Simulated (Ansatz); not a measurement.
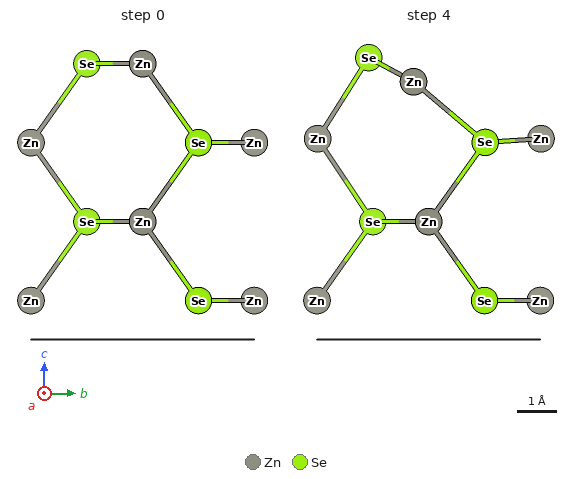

The structure of a slab of composition ZnSe (cut from the F-43m phase) before (left) and after (right) a constrained relaxation, at one scale.

Style: ball-and-stick. Shown: the cell of the calculation, outlined in the plane, without the vacuum (origin shifted), along the a axis.

Case: clean slab, lower planes held. The slab is the (1 1 0) face of ZnSe. 8 atoms are held fixed.

Level of theory: DFT PBE, scalar-relativistic, plane waves, PAW (Ansatz 0.2.0). (plane-wave cutoff 420 eV; k-point mesh 2 × 3 × 1; occupations gaussian; smearing width 0.05 eV; no spin polarisation; dipole correction; atoms relaxed in a fixed cell; force threshold 0.03 eV/Å; at most 70 steps)

Summarise the run.

After 4 geometry steps the energy has fallen by 0.927 eV per cell of the calculation. Largest force component: 1.1 eV/Å at the start, 0.025 eV/Å at the end. The largest moves, 0.60 Å, are those of Zn atoms. By element the largest moves are Zn 0.60 Å, Se 0.19 Å. The cell stays as it was. Some distances before and after: Se–Zn 2.482 → 2.556 Å, Se–Zn 2.482 → 2.410 Å, Se–Zn 2.482 → 2.459 Å, Se–Zn 2.482 → 2.498 Å. Among the angles between lasting bonds that change: Zn–Se–Zn 109.5° → 92.1°, Zn–Se–Zn 109.5° → 94.7°, Se–Zn–Se 109.5° → 122.0°.
